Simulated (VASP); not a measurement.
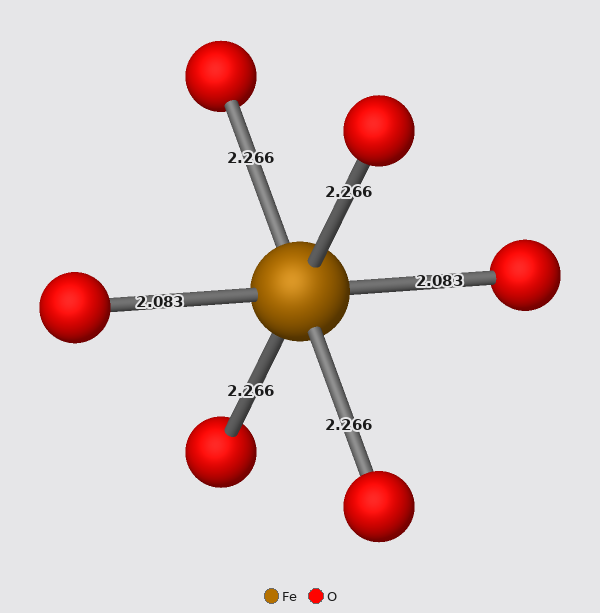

The surroundings of site Fe1 (at 0.000, 0.000, 0.000) in FeO in space group I4/mmm, with bond lengths in Å.

Source of the atomic positions: a cell listed in the Materials Project, as set up for an electronic-structure calculation.

```yaml
crystal:
  lattice:
    - [3.20421, 0.00000, 0.00000]
    - [0.00000, 3.20421, 0.00000]
    - [0.00000, 0.00000, 4.16678]
  atoms:
    - { symbol: Fe, position: [0.00000, 0.00000, 0.00000] }
    - { symbol: O, position: [0.00000, 0.00000, 0.50000] }
    - { symbol: Fe, position: [0.50000, 0.50000, 0.50000] }
    - { symbol: O, position: [0.50000, 0.50000, 0.00000] }
```

Bond valence s = exp((R0 − d)/b), R0 fitted to published crystal structures with b = 0.37 Å; R0 in Å: Fe2+–O 1.723.

Calculate the bond-valence sum of Fe1 from the bonds drawn.

2 × 0.378 + 4 × 0.230 = 1.68 v.u., against a formal valence of 2: underbonded (bonds long for this ion) by 0.32.

And over the whole structure?

```tsv
site	x, y, z	formal valence	bond-valence sum	difference
Fe1	0.000, 0.000, 0.000	+2	1.71	-0.29
O1	0.000, 0.000, 0.500	−2	1.71	-0.29
```

These sums include all anions within 5 Å. The global instability index (root mean square of the differences over all atoms) is 0.29 v.u.: above 0.2, which by the usual rule of thumb marks a strained structure. The cell was not relaxed for this table, and a volume that is off by a few per cent shifts all sums together.
